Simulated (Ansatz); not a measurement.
# Geometry relaxation of Ta₁₂C (part 2 of 2)

Ta₁₂C (slab, 13 atoms in the cell); DFT PBE, scalar-relativistic, plane waves, PAW, PAW set soft_1, no spin polarisation (Ansatz 0.2.0); cutoff 420 eV, 5×5×1 k-mesh, Gaussian smearing of 0.1 eV. The structure derives from an entry of the Crystallography Open Database. The input holds or restrains some coordinates.

Geometry of the input (Å; fractional positions):
```
5.9724  0.0000  0.0000
0.0000  5.9724  0.0000
0.0000  0.0000  19.6754
Ta 0.2500  0.2500  0.2033
Ta 0.2500  0.7500  0.2033
Ta 0.7500  0.2500  0.2033
Ta 0.7500  0.7500  0.2033
Ta 0.0000  0.0000  0.3094
Ta 0.0000  0.5000  0.3094
Ta 0.5000  0.0000  0.3094
Ta 0.5000  0.5000  0.3094
Ta 0.2500  0.2500  0.4155
Ta 0.2500  0.7500  0.4155
Ta 0.7500  0.2500  0.4155
Ta 0.7500  0.7500  0.4155
C  0.3333  0.4167  0.5019
```

```
WARN: The output density's exchange-correlation potential varies sharply where the density is thin. Do not read a vacuum level from v_tot or v_xc, or from such a field of the output density. On a cell that repeats whose density bears no net charge and no dipole along the vacuum's axis use v_es (v_loc + v_h of the components); under efield.dipole_correction with no amplitude use v_es + v_field, which holds any external_charges[].barrier, or the levels of the report's work_function block, which leave it out; under a non-zero efield.amplitude the vacuum is tilted and has no level; on a cell that repeats and bears such a dipole with no correction it is tilted too, and efield.dipole_correction with no amplitude gives each side of its ramp a level where efield: is served; in a cell that repeats whose density bears a net charge (total_charge, or a fill off its count) it is curved and has none; of a slab under crystal.periodic whose density bears no net charge use v_es, which has a level on each side, short of where the two are joined; of another it falls or rises all the way out and has none; of a slab beside external_charges read slab_vacuum_level instead, which it has where they leave it neutral. The grid or the basis barely resolves most such structure, and the values can differ between equally converged runs; as a rule a tighter scf.convergence.dr2_threshold does not remove it. Where the density itself ripples (under the LDA too) a higher basis.ecutwfc lessens it. The files hold the spikes' plane waves up to the density's cutoff. Files: v_tot_of_output_density and the like, and their columns of v_z.tsv (output.write_potential); v_xc_of_output_density and the like, and their columns of v_comp_z.tsv (output.write_potential_components). Measured: with its Gaussian average of σ = 0.25 Å subtracted twice, the exchange-correlation potential is over 0.1 eV at 91 of the grid points where the equally averaged density (valence and model cores) is under 1e-3 e/Å³, and 0.294 eV at the most among them, at an averaged density of 4.7e-8 e/Å³. The input density's (outcome.potential() and, of a run that writes arrays, v_tot and v_xc) is over 0.1 eV, so measured, at 10 points of its own thin density, 0.111 eV at the most. See output.write_potential in the manual, Limitations
SCF converged after 5 iterations
Free energy (F): -119433.720598 eV
Harris-Foulkes:  -119433.720598 eV  (|F-HF|=1.79e-8)
Internal energy: -119433.634039 eV  (E = F + TS)
E sigma→0 (E₀):  -119433.677318 eV
Entropy (-TS):   -0.086559 eV (-6.658 meV/atom)
Fermi energy:    2.852367 eV
Dipole field:    D = -0.032841 V/Å  (p = -0.127373 e·Å, saw-weighted, corrected)
Work function:   Φ+ = 5.2090 eV   Φ− = 4.5629 eV
Levels:          The Fermi level and band energies are counted from a zero that moves with the ramp; work functions are not
--- Per-component energies (eV) ---
  E_band       = -3811.524574
  E_kinetic    = 4756.974286
  E_local      = -105498.093316  (includes V_loc(G=0)·N_el)
  E_nonlocal   = -107.612408
  E_hartree    = 50553.826654
  E_xc         = -3875.533573
  E_vxc        = -2826.002911  (∫ρ·V_xc dr)
  E_paw        = -99752.252176  (= ΣΔE_a)
  E_vpaw       = -1240.459432  (= ΣTr[D̂ρ^β])
  E_aug_tail   = 0.001112  (compensation charges beyond the density's cutoff)
  E_efield     = 0.002092  (sawtooth field / dipole correction)
  E_vefield    = -3.993366  (∫n·V_field dr)
  E_ewald      = 34489.053290
  E_smearing   = -0.086559  (= −TS)
  E_closure    = 0.000000  (closes the sum)
  Σ components = -119433.720598   (vs F -119433.720598, Δ=0.00e0)
--- Forces (eV/Å), atoms counted from 1 ---
  atom   1  Ta     0.00517196     0.04659886     0.38202094
  atom   2  Ta     0.01707969     0.00342835     0.19226771
  atom   3  Ta     0.03593264     0.08205395     0.01008229
  atom   4  Ta     0.04366654    -0.12426953    -0.08651417
  atom   5  Ta     0.04586363     0.07622601    -0.29898202
  atom   6  Ta    -0.37220189     0.13219592    -0.17680149
  atom   7  Ta     0.26309658    -0.16922591    -0.33309372
  atom   8  Ta     0.20242212     0.10655667    -0.75245241
  atom   9  Ta    -0.94033489    -1.60235078    -1.02414305
  atom  10  Ta    -0.02725359    -1.70362447     1.60755948
  atom  11  Ta    -0.55959059    -0.07788165     0.39926345
  atom  12  Ta     0.04353073     0.04230718     0.08042232
  atom  13  C      1.24261147     3.18798544     0.00028934
  max |Σ_I F_I| component: 8.13e-5 eV/Å
--- Band table (eV; the first three rows and the last of 13) ---
  k-point 0: bands = ["-65.3334", "-65.3018", "-65.2733", "-65.2645", "-65.2349", "-65.2219", "-65.1835", "-64.9940", "-64.9613", "-64.9558", "-64.9267", "-64.3431", "-32.0977", "-32.0894", "-32.0829", "-32.0729", "-32.0098", "-31.9981", "-31.9830", "-31.9511", "-31.9444", "-31.8537", "-31.8409", "-31.8132", "-31.8049", "-31.7708", "-31.6874", "-31.5645", "-31.5594", "-31.5227", "-31.4903", "-31.4817", "-31.4672", "-31.4377", "-31.4307", "-31.3713", "-31.3600", "-31.3576", "-31.3042", "-31.2829", "-31.2760", "-31.1961", "-31.1921", "-31.1680", "-31.1499", "-30.9198", "-30.8629", "-30.8427", "-6.1276", "-4.3835", "-2.3208", "-1.5822", "-1.5519", "-1.5076", "-1.2766", "-1.1784", "-1.1092", "-0.9635", "-0.4399", "-0.3383", "-0.1777", "-0.0886", "-0.0609", "0.0208", "0.6760", "1.1674", "1.2318", "1.4985", "1.6984", "1.7739", "1.9577", "2.0534", "2.1416", "2.2675", "2.3100", "2.3984", "2.4924", "2.4970", "2.6551", "2.7553", "3.1975", "3.2634", "3.3116", "3.3564", "3.3683", "3.4202", "3.5726", "3.5836", "3.7649", "4.1546", "4.3732", "4.4749", "4.6012", "4.7670", "4.9853", "5.0542"]
  k-point 1: bands = ["-65.3312", "-65.3037", "-65.2735", "-65.2616", "-65.2372", "-65.2207", "-65.1854", "-64.9924", "-64.9616", "-64.9546", "-64.9291", "-64.3432", "-32.0810", "-32.0742", "-32.0515", "-32.0425", "-31.9960", "-31.9778", "-31.9589", "-31.9526", "-31.8997", "-31.8599", "-31.8525", "-31.8188", "-31.7889", "-31.7596", "-31.6997", "-31.5634", "-31.5411", "-31.5239", "-31.5130", "-31.5052", "-31.4848", "-31.4620", "-31.4349", "-31.3977", "-31.3797", "-31.3485", "-31.2969", "-31.2793", "-31.2745", "-31.2370", "-31.2059", "-31.1934", "-31.1581", "-30.9174", "-30.8877", "-30.8427", "-6.0637", "-4.1785", "-2.1471", "-1.8982", "-1.3703", "-1.2996", "-1.2193", "-1.0239", "-0.9278", "-0.8273", "-0.3296", "-0.2177", "-0.0602", "-0.0183", "0.0599", "0.2106", "0.7467", "1.0509", "1.1944", "1.4421", "1.4928", "1.6453", "1.7229", "1.8553", "1.9575", "2.2944", "2.3803", "2.4166", "2.5095", "2.6088", "2.7173", "2.7841", "2.8358", "3.0495", "3.2236", "3.3826", "3.4398", "3.4804", "3.5428", "3.6606", "3.7637", "3.8736", "4.2003", "4.3560", "4.5797", "4.7433", "4.8167", "4.9342"]
  k-point 2: bands = ["-65.3264", "-65.3080", "-65.2739", "-65.2542", "-65.2441", "-65.2179", "-65.1888", "-64.9896", "-64.9638", "-64.9501", "-64.9343", "-64.3433", "-32.0451", "-32.0383", "-32.0074", "-31.9838", "-31.9790", "-31.9650", "-31.9402", "-31.9170", "-31.8797", "-31.8692", "-31.8007", "-31.7853", "-31.7576", "-31.7066", "-31.6969", "-31.6578", "-31.6498", "-31.5821", "-31.5044", "-31.4788", "-31.4717", "-31.4613", "-31.4267", "-31.4166", "-31.3985", "-31.3521", "-31.3309", "-31.3191", "-31.3016", "-31.2708", "-31.2637", "-31.1958", "-31.1570", "-30.9349", "-30.9091", "-30.8420", "-5.9610", "-3.5975", "-2.7448", "-1.7279", "-1.3062", "-0.8462", "-0.7484", "-0.6021", "-0.5413", "-0.4827", "-0.3465", "-0.0909", "-0.0234", "0.2346", "0.2878", "0.5530", "0.7788", "0.9086", "0.9659", "1.0829", "1.2293", "1.4988", "1.6401", "1.7786", "1.9645", "2.0879", "2.1504", "2.1831", "2.3454", "2.4997", "2.7251", "2.8614", "3.0025", "3.0473", "3.1644", "3.2429", "3.3604", "3.5015", "3.6748", "3.7046", "3.7573", "3.8061", "3.8951", "3.9862", "4.1568", "4.3688", "4.4344", "4.4594"]
  k-point 12: bands = ["-65.3301", "-65.2969", "-65.2812", "-65.2554", "-65.2323", "-65.2281", "-65.1893", "-64.9882", "-64.9604", "-64.9530", "-64.9362", "-64.3434", "-32.0144", "-31.9994", "-31.9891", "-31.9674", "-31.9385", "-31.9328", "-31.9101", "-31.9007", "-31.8621", "-31.8161", "-31.8012", "-31.7902", "-31.7752", "-31.7505", "-31.7141", "-31.6698", "-31.6524", "-31.5956", "-31.5309", "-31.5058", "-31.4919", "-31.4795", "-31.4515", "-31.4422", "-31.4018", "-31.3497", "-31.3231", "-31.3154", "-31.2930", "-31.2686", "-31.2561", "-31.2328", "-31.1967", "-30.9198", "-30.8966", "-30.8839", "-5.9844", "-3.3453", "-2.4922", "-1.4782", "-1.2236", "-1.0263", "-0.8448", "-0.6128", "-0.3982", "-0.2400", "-0.1109", "0.0639", "0.2737", "0.3697", "0.4874", "0.6841", "0.7715", "0.9112", "0.9754", "1.0876", "1.3245", "1.3581", "1.5949", "1.7341", "1.8264", "2.0914", "2.1537", "2.2212", "2.2440", "2.5000", "2.6094", "2.8039", "2.9301", "3.0318", "3.1289", "3.1560", "3.2141", "3.3497", "3.4478", "3.5174", "3.5822", "3.6848", "3.8665", "4.0872", "4.1809", "4.2878", "4.3612", "4.4596"]
--- Relaxed structure (4 steps of the walk, 4 accepted, 0 SCFs on fresh bases) ---
  F+E_penalty+E_count = -119433.72059773 eV   max|allowed force component| = 2.893e-4 eV/Å
  atoms:
    - { symbol: Ta, position: [0.25, 0.25, 0.2032997296] }
    - { symbol: Ta, position: [0.25, 0.75, 0.2032997296] }
    - { symbol: Ta, position: [0.75, 0.25, 0.2032997296] }
    - { symbol: Ta, position: [0.75, 0.75, 0.2032997296] }
    - { symbol: Ta, position: [0.0, 0.0, 0.3094166865] }
    - { symbol: Ta, position: [0.0, 0.5, 0.3094166865] }
    - { symbol: Ta, position: [0.5, 0.0, 0.3094166865] }
    - { symbol: Ta, position: [0.5, 0.5, 0.3094166865] }
    - { symbol: Ta, position: [0.25, 0.25, 0.4155132774] }
    - { symbol: Ta, position: [0.25, 0.75, 0.4155132774] }
    - { symbol: Ta, position: [0.75, 0.25, 0.4155132774] }
    - { symbol: Ta, position: [0.75, 0.75, 0.4155132774] }
    - { symbol: C, position: [0.33333333330000003, 0.4166666667000001, 0.490686993703377] }
```

Trajectory as extended XYZ (Å, eV, eV/Å), 4 frames, from step=1 to step=4:
```
13
Lattice="5.9724 0.0000 0.0000 0.0000 5.9724 0.0000 0.0000 0.0000 19.6754" Properties=species:S:1:pos:R:3:forces:R:3 step=1 energy=-119433.33941
Ta    1.4931    1.4931    4.0000    0.0071   0.0362   0.3611
Ta    1.4931    4.4793    4.0000    0.0239   0.0092   0.1722
Ta    4.4793    1.4931    4.0000    0.0359   0.0761   0.0363
Ta    4.4793    4.4793    4.0000    0.0385  -0.1120  -0.0895
Ta    0.0000    0.0000    6.0879    0.0629   0.0584  -0.2589
Ta    0.0000    2.9862    6.0879   -0.3662   0.1437  -0.2275
Ta    2.9862    0.0000    6.0879    0.2370  -0.1735  -0.3519
Ta    2.9862    2.9862    6.0879    0.2026   0.1099  -0.5947
Ta    1.4931    1.4931    8.1754    0.1187   0.4440   1.8459
Ta    1.4931    4.4793    8.1754   -0.0149  -1.5134   1.6582
Ta    4.4793    1.4931    8.1754   -0.5055  -0.1329   0.3903
Ta    4.4793    4.4793    8.1754   -0.0044   0.0193   0.0969
C     1.9908    2.4885    9.8754    0.1640   1.0344  -3.0395
13
Lattice="5.9724 0.0000 0.0000 0.0000 5.9724 0.0000 0.0000 0.0000 19.6754" Properties=species:S:1:pos:R:3:forces:R:3 step=2 energy=-119433.71416
Ta    1.4931    1.4931    4.0000    0.0050   0.0452   0.3801
Ta    1.4931    4.4793    4.0000    0.0169   0.0048   0.1910
Ta    4.4793    1.4931    4.0000    0.0367   0.0812   0.0120
Ta    4.4793    4.4793    4.0000    0.0442  -0.1221  -0.0876
Ta    0.0000    0.0000    6.0879    0.0458   0.0728  -0.2964
Ta    0.0000    2.9862    6.0879   -0.3742   0.1354  -0.1829
Ta    2.9862    0.0000    6.0879    0.2627  -0.1721  -0.3357
Ta    2.9862    2.9862    6.0879    0.2027   0.1066  -0.7334
Ta    1.4931    1.4931    8.1754   -0.7631  -1.2594  -0.5702
Ta    1.4931    4.4793    8.1754   -0.0248  -1.6857   1.6287
Ta    4.4793    1.4931    8.1754   -0.5510  -0.0870   0.4037
Ta    4.4793    4.4793    8.1754    0.0380   0.0378   0.0857
C     1.9908    2.4885    9.6804    1.0612   2.8429  -0.4912
13
Lattice="5.9724 0.0000 0.0000 0.0000 5.9724 0.0000 0.0000 0.0000 19.6754" Properties=species:S:1:pos:R:3:forces:R:3 step=3 energy=-119433.72045
Ta    1.4931    1.4931    4.0000    0.0051   0.0467   0.3823
Ta    1.4931    4.4793    4.0000    0.0171   0.0033   0.1925
Ta    4.4793    1.4931    4.0000    0.0359   0.0820   0.0099
Ta    4.4793    4.4793    4.0000    0.0436  -0.1245  -0.0862
Ta    0.0000    0.0000    6.0879    0.0455   0.0764  -0.2995
Ta    0.0000    2.9862    6.0879   -0.3720   0.1321  -0.1758
Ta    2.9862    0.0000    6.0879    0.2635  -0.1690  -0.3328
Ta    2.9862    2.9862    6.0879    0.2026   0.1069  -0.7550
Ta    1.4931    1.4931    8.1754   -0.9679  -1.6557  -1.0942
Ta    1.4931    4.4793    8.1754   -0.0276  -1.7067   1.6047
Ta    4.4793    1.4931    8.1754   -0.5612  -0.0764   0.3991
Ta    4.4793    4.4793    8.1754    0.0442   0.0429   0.0799
C     1.9908    2.4885    9.6506    1.2711   3.2419   0.0760
13
Lattice="5.9724 0.0000 0.0000 0.0000 5.9724 0.0000 0.0000 0.0000 19.6754" Properties=species:S:1:pos:R:3:forces:R:3 step=4 energy=-119433.72060
Ta    1.4931    1.4931    4.0000    0.0052   0.0466   0.3820
Ta    1.4931    4.4793    4.0000    0.0171   0.0034   0.1923
Ta    4.4793    1.4931    4.0000    0.0359   0.0821   0.0101
Ta    4.4793    4.4793    4.0000    0.0437  -0.1243  -0.0865
Ta    0.0000    0.0000    6.0879    0.0459   0.0762  -0.2990
Ta    0.0000    2.9862    6.0879   -0.3722   0.1322  -0.1768
Ta    2.9862    0.0000    6.0879    0.2631  -0.1692  -0.3331
Ta    2.9862    2.9862    6.0879    0.2024   0.1066  -0.7525
Ta    1.4931    1.4931    8.1754   -0.9403  -1.6024  -1.0241
Ta    1.4931    4.4793    8.1754   -0.0273  -1.7036   1.6076
Ta    4.4793    1.4931    8.1754   -0.5596  -0.0779   0.3993
Ta    4.4793    4.4793    8.1754    0.0435   0.0423   0.0804
C     1.9908    2.4885    9.6545    1.2426   3.1880   0.0003
```

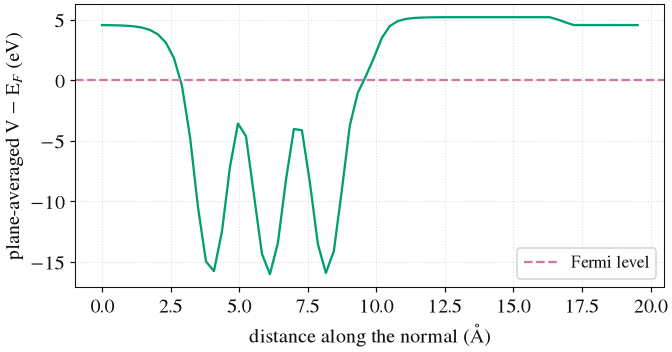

*Plane average of the electrostatic potential energy of an electron across the cell, from the Fermi level.*

The vacuum level lies 5.21 eV above the Fermi level on the upper side and 4.56 eV on the lower.

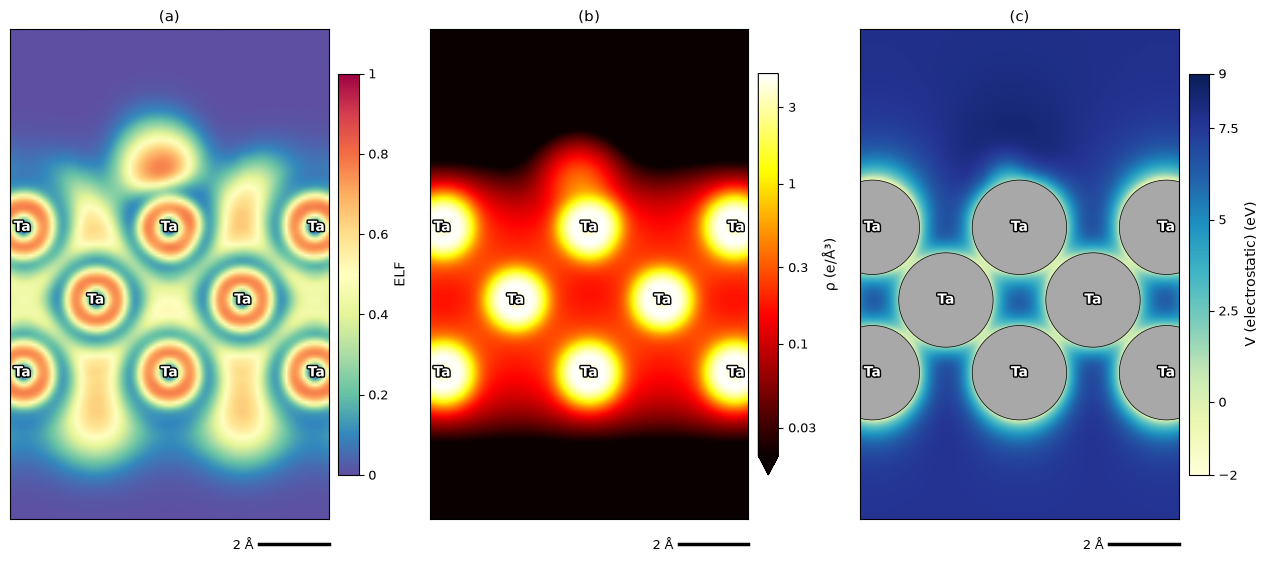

*(a) electron localisation function; (b) valence charge density (pseudo); (c) electrostatic potential (local pseudopotential plus Hartree) felt by an electron on the (110) plane of the calculation cell, a cut from vacuum to vacuum. Grey discs, where drawn, cover atomic cores.*

Atoms in the plane: Ta. Ta–Ta (2.97 Å): ρ is about 0.27 e/Å³ halfway; the ELF is about 0.30 at the midpoint (no localised pair between them). The density dies away to nearly zero in the vacuum. The strong features right at Ta lie inside the PAW spheres (semicore, d or f shells) and say nothing about bonding. The fields are those of the smooth PAW valence density.

Results in brief:

```csv
quantity,value
outcome,converged under the restraints of the input
electrons treated,160
free energy,−119433.7206 eV
"work function, top face",5.21 eV
"work function, bottom face",4.56 eV
Fermi energy,2.852 eV
gap on the k-point mesh,none (metallic)
final volume,701.80 Å³
work function (upper face),5.21 eV
"largest force (length of the vector) at the end, held atoms and coordinates included",3.422 eV/Å
wall time,98 s (CPU time 6.2 min)
peak memory,1.9 GiB
```

Remarks:

The program warns: the exchange-correlation potential is rough where the density is thin. Spin–orbit coupling is left out, which matters for Ta.
